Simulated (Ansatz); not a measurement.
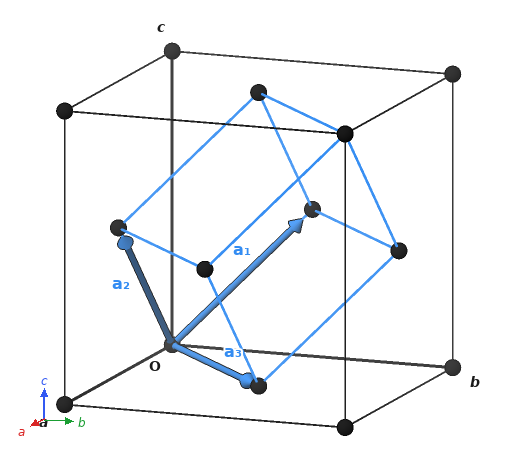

The conventional cell (thin) and a primitive cell (coloured, vectors a₁, a₂, a₃), with the lattice points alone. Crystal: BaTe, the geometry relaxed with Ansatz, DFT, r2SCAN, plane waves, PAW. Symmetry computed with spglib at a tolerance of 0.002 Å; standard conventional cell.

a = 7.065 Å, b = 7.065 Å, c = 7.065 Å, α = 90.00°, β = 90.00°, γ = 90.00°.

### What is the centring, and how are the primitive vectors built?

F, face-centred cubic, with lattice points at (0, 0, 0), (1/2, 1/2, 0), (1/2, 0, 1/2), (0, 1/2, 1/2). a₁ = 1/2 b + 1/2 c; a₂ = 1/2 a + 1/2 c; a₃ = 1/2 a + 1/2 b.

### Give the primitive cell's size and content.

Edges 4.996, 4.996, 4.996 Å; angles 60.00°, 60.00°, 60.00°; volume 88.15 Å³, 1/4 of the conventional cell; 2 of its 8 atoms.
